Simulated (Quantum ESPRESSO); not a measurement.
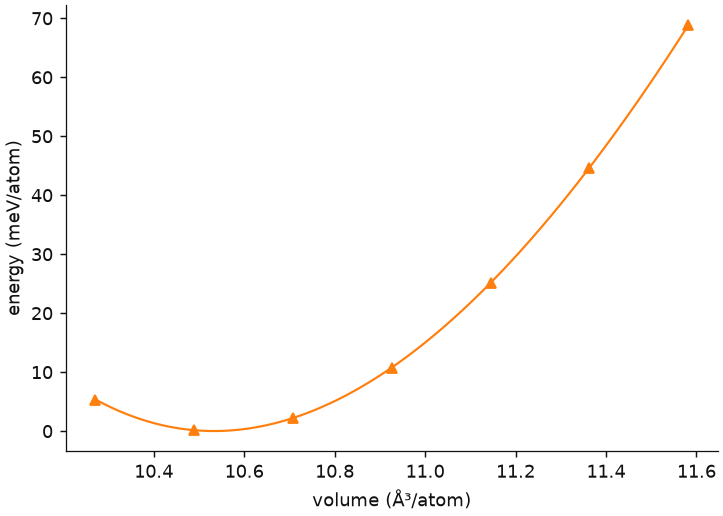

The figure shows the energy against volume for CoSi, space group P2_13 (No. 198).

Starting cell:
```yaml
crystal:
  lattice:
    - [4.43800, 0.00000, 0.00000]
    - [0.00000, 4.43800, 0.00000]
    - [0.00000, 0.00000, 4.43800]
  atoms:
    - { symbol: Co, position: [0.86000, 0.64000, 0.36000] }
    - { symbol: Co, position: [0.64000, 0.36000, 0.86000] }
    - { symbol: Co, position: [0.36000, 0.86000, 0.64000] }
    - { symbol: Co, position: [0.14000, 0.14000, 0.14000] }
    - { symbol: Si, position: [0.15700, 0.34300, 0.65700] }
    - { symbol: Si, position: [0.34300, 0.65700, 0.15700] }
    - { symbol: Si, position: [0.65700, 0.15700, 0.34300] }
    - { symbol: Si, position: [0.84300, 0.84300, 0.84300] }
```

Computed with Quantum ESPRESSO 7.5: plane-wave DFT, collinear spins; energies at scaled volumes of the given cell, shape and fractions fixed, counted from the fit's minimum, third-order Birch-Murnaghan fit. Level: SOGGA, collinear spin.

k mesh 3×3×3; occupations Fermi–Dirac; smearing width 0.05 eV; potentials PseudoDojo 0.4.1 SR PBE standard; wave cutoff 1306 eV; density cutoff 5225 eV.

From this curve and the settings, what does the calculation give for the pressure at the same points?

The pressure falls from 6.66 GPa at volume 10.27 Å³/atom to −19.31 GPa at 11.58 Å³/atom, and changes sign near 10.53 Å³/atom.

```tsv
volume (Å³/atom)	pressure (GPa)
10.27	6.66
10.49	1.01
10.71	-4.03
10.93	-8.53
11.14	-12.54
11.36	-16.11
11.58	-19.31
```

Note: coarse k mesh; potentials made for another functional; sogga exchange with the correlation of pbe; shape and atomic fractions are frozen while scaling, which makes layered, chain and framework solids too stiff.
